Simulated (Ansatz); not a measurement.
## A series of single points on Ru

System: Ru (Im-3m, 1 atom in the cell).
Method: DFT, revPBE, plane waves (420 eV) with PAW, scalar-relativistic, no spin polarisation (Ansatz 0.2.0).

The 6 runs differ only in the geometry, by an even scaling of the cell at fixed fractional positions.

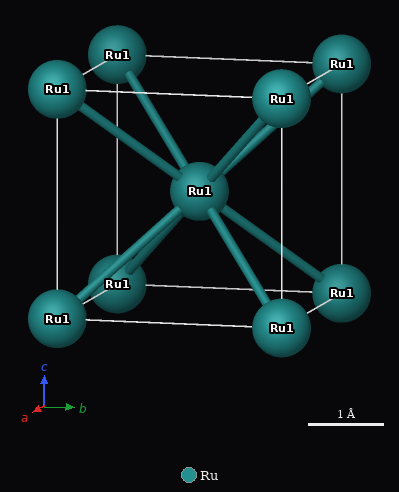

Figure 1. The structure of run 4 (ball-and-stick view of the cell 2 times as large as that of the calculation, set on its symmetry axes, seen slightly off an axis; atoms are numbered from 1 in the order of the input).

**Input of run 4**
```yaml
crystal:
  lattice:
    - [-1.5532773921, 1.5532773921, 1.5532773921]
    - [1.5532773921, -1.5532773921, 1.5532773921]
    - [1.5532773921, 1.5532773921, -1.5532773921]
  atoms:
    - { symbol: Ru, position: [0.0, 0.0, 0.0] }
hamiltonian:
  xc: revpbe
  pseudopotentials:
    kind: paw
    azcp:
      Ru: "pseudopotentials/Ru.paw.azcp"
basis:
  ecutwfc: 420
  fft_grid_basis: typed
kpoints:
  mp_grid: { grid: [16, 16, 16], shift: [0, 0, 0] }
magnetization:
  spin_polarized: false
scf:
  occupations: { method: fermi_dirac, width: 0.1 }
  lower_state_search: "off"
output:
  stress: true
```

Run 5 differs from it as follows:
```diff
-    - [-1.5532773921, 1.5532773921, 1.5532773921]
-    - [1.5532773921, -1.5532773921, 1.5532773921]
-    - [1.5532773921, 1.5532773921, -1.5532773921]
+    - [-1.5729412187, 1.5729412187, 1.5729412187]
+    - [1.5729412187, -1.5729412187, 1.5729412187]
+    - [1.5729412187, 1.5729412187, -1.5729412187]
```

**Results, with one run withheld**

```tsv
run	volume per atom (Å³)	free energy per atom, from the lowest run given (meV)	pressure (GPa)
1	12.684	221.85	46.41
2	13.837	21.00	12.07
3	14.414	0.00	0.07
4	14.990	17.44	−9.39
5	15.567	?	?
6	16.143	136.65	−22.65
```

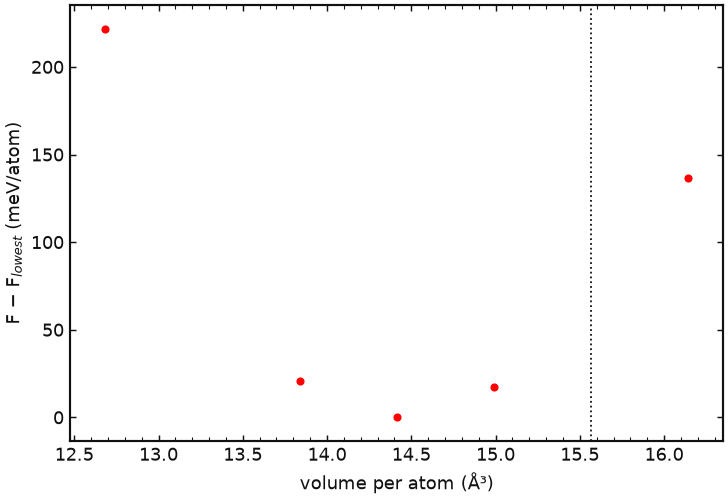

Figure 2. Free energy per atom of the runs given; the dotted line marks run 5.

Estimate the energy of run 5 from the others.

A cubic polynomial in V^(−2/3) (the Birch–Murnaghan form), fitted to the 5 runs given, misses them by at most 0.03 meV per atom. With x = V^(−2/3) − 0.16945 Å⁻², it reads F = 0.40933 + 1203.2 x + 9.4585e+05 x² + 2.5364e+06 x³ (meV per atom). At run 5 it gives 65.15 meV per atom, and the run itself gives 65.17. The slope of the fit gives a pressure −dF/dV of −16.84 GPa there, and the run prints −16.83 GPa. The fit has its minimum at 14.418 Å³ per atom, where V d²F/dV² gives 265 GPa: the bulk modulus at this level, since symmetry fixes the shape and the positions.

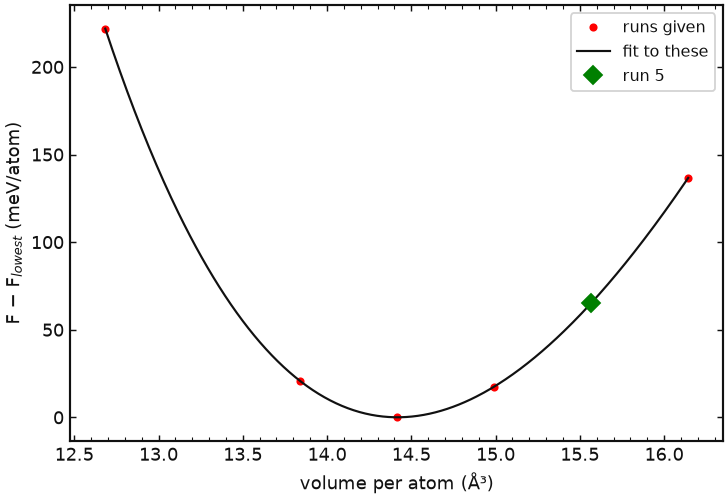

Figure 3. The fit and the withheld run.

**Output, shortened to warnings, some set-up lines, iterations and results (run 5)**
```
Basis set: ecut = 420 eV, 321 PW (Γ)
Symmetry: 48 space group operations
k-points: 145 of 4096
Initial density: superposition of atomic densities (neutral atoms: chi_scale 0, normalization atom), corrected by the library's trained network
[...]
SCF iter   1: F=—  HF=-5883.227833 eV  |F-HF|=—  |Δ(HF+E_count)|=         —  Δρ=4.01e-3  dr2=5.30e-4  ethr=1.77e-3  ⟨swp⟩=5.0  Hψ=9585  notcnv=0
SCF iter   2: F=—  HF=-5883.227966 eV  |F-HF|=—  |Δ(HF+E_count)|=   1.33e-4  Δρ=2.10e-3  dr2=1.52e-4  ethr=3.32e-6  ⟨swp⟩=2.1  Hψ=4022  notcnv=0
SCF iter   3: F=—  HF=-5883.228121 eV  |F-HF|=—  |Δ(HF+E_count)|=   1.55e-4  Δρ=8.86e-4  dr2=2.51e-5  ethr=9.51e-7  ⟨swp⟩=2.0  Hψ=2870  notcnv=0
SCF iter   4: F=—  HF=-5883.228165 eV  |F-HF|=—  |Δ(HF+E_count)|=   4.38e-5  Δρ=6.59e-5  dr2=2.06e-7  ethr=1.57e-7  ⟨swp⟩=2.0  Hψ=2907  notcnv=0
SCF iter   5: F=-5883.228165 eV  HF=-5883.228165 eV  |F-HF|=1.01e-8  |Δ(HF+E_count)|=   3.24e-8  Δρ=1.39e-5  dr2=2.27e-8  ethr=1.29e-9  ⟨swp⟩=2.1  Hψ=2404  notcnv=0
SCF iter   6: F=-5883.228165 eV  HF=-5883.228165 eV  |F-HF|=1.14e-9  |Δ(HF+E_count)|=  9.22e-10  Δρ=3.95e-6  dr2=2.00e-9  ethr=1.42e-10  ⟨swp⟩=2.0  Hψ=5397  notcnv=0
SCF 1 converged in 6 iterations: F = -5883.228165 eV  dr2 = 2.00e-9
SCF converged after 6 iterations
Free energy (F): -5883.228165 eV
Harris-Foulkes:  -5883.228165 eV  (|F-HF|=1.14e-9)
Internal energy: -5883.149782 eV  (E = F + TS)
E sigma→0 (E₀):  -5883.188973 eV
Entropy (-TS):   -0.078383 eV (-78.383 meV/atom)
Fermi energy:    20.033422 eV
--- Per-component energies (eV) ---
  E_band       = -103.297934
  E_kinetic    = 510.593834
  E_local      = -1400.760802  (includes V_loc(G=0)·N_el)
  E_nonlocal   = 343.351013
  E_hartree    = 450.826628
  E_xc         = -188.874650
  E_vxc        = -236.710189  (∫ρ·V_xc dr)
  E_paw        = -3466.007390  (= ΣΔE_a)
  E_vpaw       = -221.426709  (= ΣTr[D̂ρ^β])
  E_aug_tail   = -0.000156  (compensation charges beyond the density's cutoff)
  E_ewald      = -2132.206172
  E_core_change = -0.072087  (= ΣΔE_core)
  E_smearing   = -0.078383  (= −TS)
  E_closure    = 0.000000  (closes the sum)
  Σ components = -5883.228165   (vs F -5883.228165, Δ=0.00e0)
--- Stress (GPa, compression-positive) ---
      -16.834515       0.000000      -0.000000
        0.000000     -16.834515      -0.000000
       -0.000000      -0.000000     -16.834515
  P = ⅓ Tr σ = -16.8345 GPa (-168.345 kbar)
```
